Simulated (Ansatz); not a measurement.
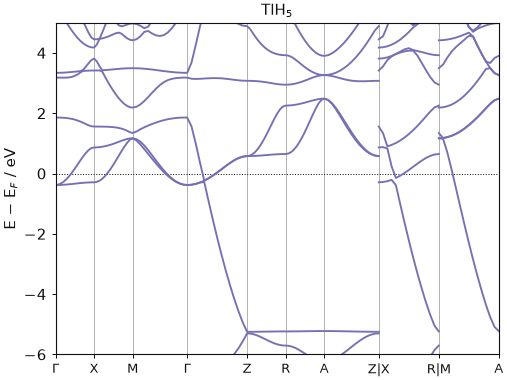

Band structure. Energies are counted from the Fermi level.

Question: Which Bravais lattice do the labels of the path belong to?

Answer: A primitive tetragonal lattice: the path Γ–X–M–Γ–Z–R–A–Z|X–R|M–A runs through the special points of its Brillouin zone.

Structure: TlH5, space group P4/mmm (No. 123), 6 atoms in the cell.

Method: DFT PBE, scalar-relativistic, plane waves, PAW, no spin polarisation, 6×6×10 k mesh, Gaussian smearing of 0.1 eV (Ansatz 0.2.0).

Question: Does this material conduct, going by its bands?

Answer: A metal: 3 bands cross the Fermi level along this path.

Question: On which lines of the path do bands cross the Fermi level?

Answer: Bands cross the Fermi level on Γ–X, X–M, M–Γ, Γ–Z, X–R and M–A, and not on Z–R, R–A and A–Z.

The structure is an invented one, so it need not be a known or stable phase. Spin-orbit coupling is left out, which matters for Tl.
